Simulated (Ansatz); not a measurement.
System: Se.

Input

```
crystal:
  lattice:
    - [0.0, 2.1702437318, 2.1702437318]
    - [2.1702437318, 0.0, 2.1702437318]
    - [2.1702437318, 2.1702437318, 0.0]
  atoms:
    - { symbol: Se, position: [0.0, 0.0, 0.0] }
hamiltonian:
  xc: r2scan
  pseudopotentials:
    kind: paw_fr
    azcp:
      Se: "pseudopotentials/Se.paw.azcp"
basis:
  ecutwfc: 500
  fft_grid_basis: typed
kpoints:
  mp_grid: { grid: [12, 12, 12], shift: [0, 0, 0] }
magnetization:
  noncollinear: true
  spin_orbit: true
scf:
  occupations: { method: fermi_dirac, width: 0.1 }
output:
  write_density: true
  write_potential: true
  elf: true
  volumetric_format: npy
```

Run with:

```sh
ansatz run input.yaml --threads 1 --pin off --max-ram 3584MiB --backend cpu --events-out ev --progress --plain --runs-dir out
```

Below, planes, directions and counts refer to the conventional cell (a = 4.34 Å, b = 4.34 Å, c = 4.34 Å, α = 90.00°, β = 90.00°, γ = 90.00°).

Space group Fm-3m; set up as Se, fcc; a generated structure, not necessarily the stable one.

The calculation used DFT, r2SCAN, plane waves (500 eV) with PAW, fully relativistic with spin-orbit coupling in Ansatz 0.2.0.

Q: What will maps of the valence pseudo-density and electron localisation function show?

A: Se–Se (3.07 Å): ρ is about 0.19 e/Å³ halfway; the ELF is about 0.25 at the midpoint.

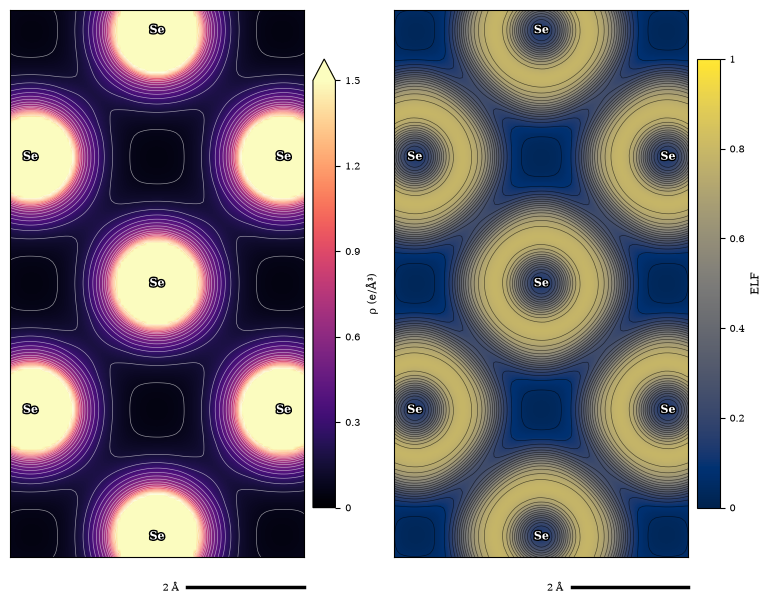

Computed valence pseudo-density and electron localisation function on the (010) plane of the conventional cell, in this order. 
